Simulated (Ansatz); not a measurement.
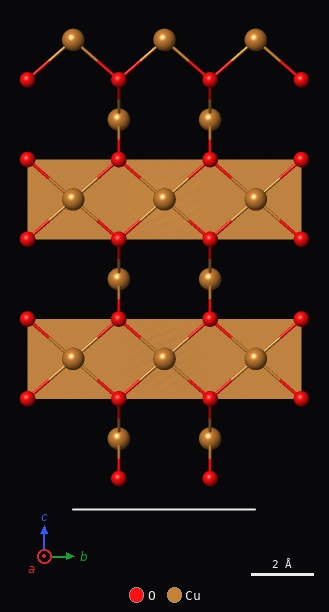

Reference structure: a (0 0 1) slab of CuO as cut from the relaxed bulk. Style: polyhedral. Shown: the 3 × 2 repeat of the cell, outlined in the plane, without the vacuum, along the a axis.

Level of theory: DFT PBE, scalar-relativistic, plane waves, PAW in Ansatz 0.2.0. Set-up: plane-wave cutoff 420 eV; occupations gaussian; smearing width 0.1 eV; no spin polarisation. The k-mesh is chosen for each cell (12×12×7, 12×12×1).

Now this is done to it. The atoms of the slab are relaxed at the bulk's in-plane cell.

Question: What does the calculation give for the changed structure?

Answer: The surface energy (mean of the two faces) falls from 2.52 to 2.28 J/m². The top spacing, between the Cu and O planes, goes from 1.29 to 1.18 Å (−8.4 %), the bottom one (O to Cu) from 1.29 to 1.11 Å (−13.9 %). The cell doesn't change. The largest move relative to the layer's centre is that of an O atom, 0.18 Å along the normal (+c). By element the largest moves are O 0.18 Å, Cu 0.11 Å. Near-neighbour distances before and after: Cu–O 1.958 → 1.844 to 1.962 Å.

The changed structure in the same view:

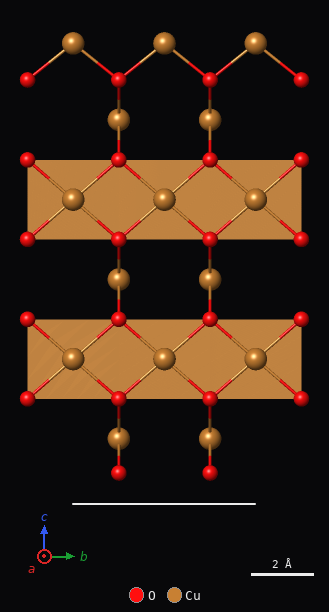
